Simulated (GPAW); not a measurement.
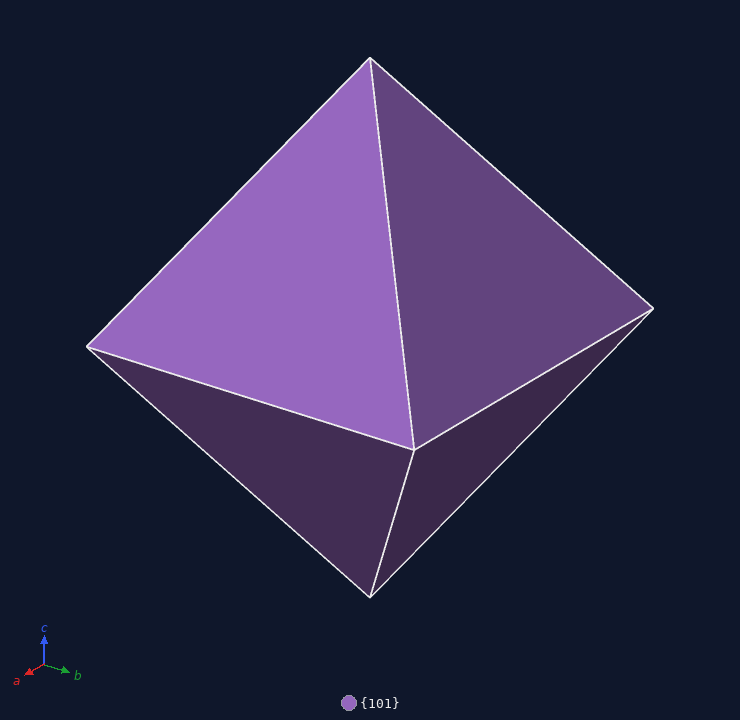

SiO2, space group I-42d (No. 122), a = 4.955 Å, b = 4.955 Å, c = 7.311 Å, α = 90.00°, β = 90.00°, γ = 90.00°. Crystal habit computed by the BFDH rule (growth rate of a face proportional to 1/d, systematic absences taken into account). This is a geometric estimate, not an energy calculation. Source: a cell listed in the Materials Project, as set up for an electronic-structure calculation. Forms under 0.4 % of the area are left out. Forms are taken in the Laue class: a face and its opposite count as one form.

### Which form makes up most of the surface, and how much?

{101}, with 8 faces and about 100 % of the area; its spacing is d = 4.102 Å.

### How many faces does the whole crystal have, by form?

8 faces: 8 of {101}.

### List the forms with their spacings and shares.

| form | faces | d (Å) | share of area (%) |
| --- | --- | --- | --- |
| {101} | 8 | 4.102 | 100.0 |
